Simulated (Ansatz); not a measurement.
## PtS$_{2}$: 7 runs along one coordinate

System: PtS$_{2}$ (P-3m1, 3 atoms in the cell).
Method: Kohn-Sham DFT of a periodic cell, PBEsol, all-electron LAPW, scalar-relativistic, no spin polarisation (Ansatz 0.2.0).

The 7 runs differ only in the geometry, by an even scaling of the cell at fixed fractional positions. The structure derives from an entry of the Crystallography Open Database.

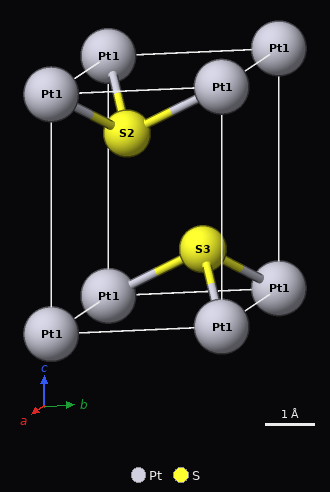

Figure 1. The structure of run 4 (ball-and-stick view of the cell of the calculation, seen slightly off an axis; atoms are numbered from 1 in the order of the input). An atom can appear more than once, as a periodic image.

### Input of run 4
```yaml
crystal:
  lattice:
    - [3.5432, 0.0, 0.0]
    - [-1.7716, 3.0685012107, 0.0]
    - [0.0, 0.0, 5.0388]
  atoms:
    - { symbol: Pt, position: [0.0, 0.0, 0.0] }
    - { symbol: S, position: [0.6666666667, 0.3333333333, 0.773] }
    - { symbol: S, position: [0.3333333333, 0.6666666667, 0.227] }
kpoints:
  mp_grid: { grid: [9, 9, 5] }
scf:
  occupations: { method: fermi_dirac, width: 0.05 }
hamiltonian:
  xc: pbesol
  pseudopotentials: { kind: all_electron, lapw: { basis_error: 0.001 } }
output:
  forces: true
  stress: true
  eigenvalues: true
```

Command:
```bash
ansatz run input.yaml --threads 2 --pin off --max-ram 8192MiB --backend cpu --events-out ev --progress --plain --runs-dir out
```

Lattice vectors (Å) and fractional positions of run 4:
```
   3.543200    0.000000    0.000000
  -1.771600    3.068501    0.000000
   0.000000    0.000000    5.038800
Pt  0.000000  0.000000  0.000000
S   0.666667  0.333333  0.773000
S   0.333333  0.666667  0.227000
```

Run 2 differs from it as follows:
```diff
-    - [3.5432, 0.0, 0.0]
-    - [-1.7716, 3.0685012107, 0.0]
-    - [0.0, 0.0, 5.0388]
+    - [3.4953130487, 0.0, 0.0]
+    - [-1.7476565244, 3.0270298944, 0.0]
+    - [0.0, 0.0, 4.9706997601]
```

### Results, with one run withheld

```csv
run,volume per atom (Å³),"free energy per atom, from the lowest run given (meV)",pressure (GPa),gap on the mesh (eV)
1,17.165,97.38,18.41,1.01
2,17.531,?,?,?
3,17.896,33.42,9.97,0.98
4,18.261,14.84,6.40,0.96
5,18.626,3.97,3.20,0.94
6,18.992,0.00,0.35,0.92
7,19.357,2.19,−2.21,0.90
```

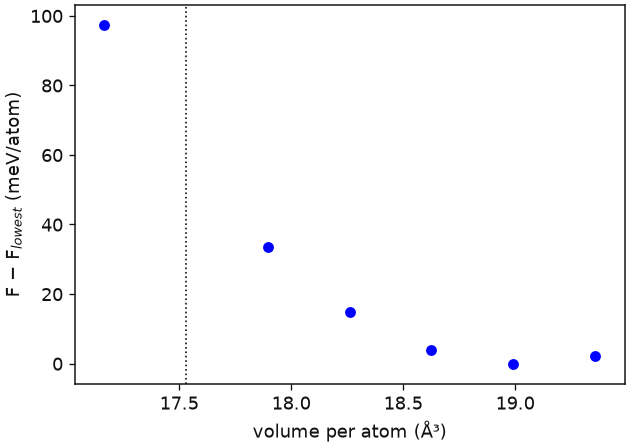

Figure 2. Free energy per atom of the runs given; the dotted line marks run 2.

Fit the runs given and predict run 2.

A cubic polynomial in V^(−2/3) (the Birch–Murnaghan form), fitted to the 6 runs given, misses them by at most 0.01 meV per atom. With x = V^(−2/3) − 0.14369 Å⁻², it reads F = 11.194 + 6582.8 x + 9.7028e+05 x² + 2.2666e+06 x³ (meV per atom). At run 2 it gives 60.55 meV per atom, and the run itself gives 60.60. The slope of the fit gives a pressure −dF/dV of 13.94 GPa there, and the run prints 13.96 GPa. The fit has its minimum at 19.038 Å³ per atom, where V d²F/dV² gives 139 GPa. Cell shape and fractional positions are held, so this is the stiffness under even scaling; the relaxed bulk modulus wasn't computed and can be far lower in a crystal of layers, chains or molecules like this one. The gap on the mesh goes, without turning, from 1.01 eV in run 1 to 0.90 eV in run 7; run 2 has 1.00 eV. These are gaps of this functional on this mesh, which can miss the band edges; they aren't the measured gap.

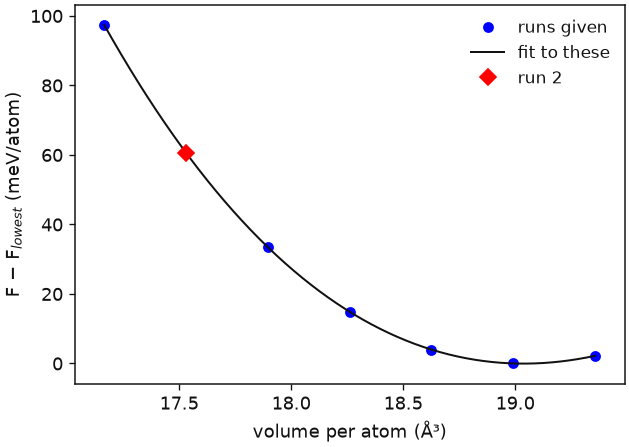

Figure 3. The fit and the withheld run.

### Output, shortened to warnings, some set-up lines, iterations and results (run 2)
```
Basis set: ecut = 309.22294155875665 eV, 615 PW (Γ), exchange–correlation at level 2
Symmetry: 12 space group operations
k-points: 50 of 405
Initial density: superposition of atomic densities (chi_scale 0.1, normalization cell, long waves kept (reshape's long-wave potential 0.02 eV rms))
[...]
SCF iter   1: F=—  HF=-522511.641539 eV  |F-HF|=—  |Δ(HF+E_count)|=         —  Δρ=5.86e-2  dr2=2.64e0  ethr=3.77e-3  ⟨swp⟩=2.0  Hψ=13747  notcnv=0
SCF iter   2: F=—  HF=-522510.831557 eV  |F-HF|=—  |Δ(HF+E_count)|=   8.10e-1  Δρ=3.04e-2  dr2=8.39e-1  ethr=3.77e-3  ⟨swp⟩=3.0  Hψ=6365  notcnv=0
SCF iter   3: F=—  HF=-522510.269131 eV  |F-HF|=—  |Δ(HF+E_count)|=   5.62e-1  Δρ=1.40e-2  dr2=7.02e-2  ethr=1.00e-4  ⟨swp⟩=2.0  Hψ=10457  notcnv=0
SCF iter   4: F=—  HF=-522510.257881 eV  |F-HF|=—  |Δ(HF+E_count)|=         —  Δρ=4.11e-3  dr2=1.06e-2  ethr=1.00e-4  ⟨swp⟩=2.0  Hψ=5966  notcnv=0
SCF iter   5: F=—  HF=-522510.253265 eV  |F-HF|=—  |Δ(HF+E_count)|=   4.62e-3  Δρ=1.31e-3  dr2=1.15e-3  ethr=1.51e-5  ⟨swp⟩=2.0  Hψ=5888  notcnv=0
SCF iter   6: F=—  HF=-522510.253558 eV  |F-HF|=—  |Δ(HF+E_count)|=   2.93e-4  Δρ=4.33e-4  dr2=1.35e-4  ethr=1.64e-6  ⟨swp⟩=2.3  Hψ=5903  notcnv=0
SCF iter   7: F=—  HF=-522510.253586 eV  |F-HF|=—  |Δ(HF+E_count)|=   2.78e-5  Δρ=1.47e-4  dr2=1.70e-5  ethr=1.93e-7  ⟨swp⟩=3.0  Hψ=6013  notcnv=0
SCF iter   8: F=—  HF=-522510.253590 eV  |F-HF|=—  |Δ(HF+E_count)|=   4.57e-6  Δρ=3.48e-5  dr2=8.44e-7  ethr=2.43e-8  ⟨swp⟩=3.0  Hψ=5999  notcnv=0
SCF iter   9: F=-522510.253591 eV  HF=-522510.253591 eV  |F-HF|=9.20e-9  |Δ(HF+E_count)|=   8.85e-7  Δρ=5.85e-6  dr2=3.37e-8  ethr=1.21e-9  ⟨swp⟩=3.0  Hψ=6230  notcnv=0
SCF 1 converged in 9 iterations: F = -522510.253591 eV  dr2 = 3.37e-8
SCF converged after 9 iterations
Free energy (F): -522510.253591 eV
Harris-Foulkes:  -522510.253591 eV  (|F-HF|=9.20e-9)
Internal energy: -522510.253586 eV  (E = F + TS)
E sigma→0 (E₀):  -522510.253589 eV
Entropy (-TS):   -0.000005 eV (-0.002 meV/atom)
Fermi energy:    14.359422 eV
--- Per-component energies (eV) ---
  E_band       = -6316.373911
  E_kinetic    = 590475.720323
  E_xc         = -10916.179198
  E_electrostatic = -1102069.794711  (all electrons and nuclei)
  E_smearing   = -0.000005  (= −TS)
  E_closure    = 0.000000  (closes the sum)
  E_atoms      = -522493.508702  (free atoms, spherical and without spin; not in F)
  Σ components = -522510.253591   (vs F -522510.253591, Δ=0.00e0)
  Basis errors (estimates in eV, not in F): energy 4.9e-4 per atom: plane waves 4.5e-4 (2.6e-4 summed), levels above the bands 4.3e-85, relativity 4.4e-8, radial functions 3.7e-5, core shells 6.1e-7; eigenvalues (radial functions only) 1.2e-6; not estimated: angular momenta, meshes, grids; target …
--- Forces (eV/Å), atoms counted from 1 ---
  atom   1  Pt     0.00000000     0.00000000     0.00000000
  atom   2  S      0.00000000     0.00000000    -1.62382760
  atom   3  S     -0.00000000    -0.00000000     1.62382760
  max |Σ_I F_I| component: 6.94e-18 eV/Å
--- Stress (GPa, compression-positive) ---
       15.407327      -0.000000      -0.000000
       -0.000000      15.407327      -0.000000
       -0.000000      -0.000000      11.052726
  P = ⅓ Tr σ = 13.9558 GPa (139.558 kbar)
```

Notes: Spin–orbit coupling is left out, which matters for Pt.
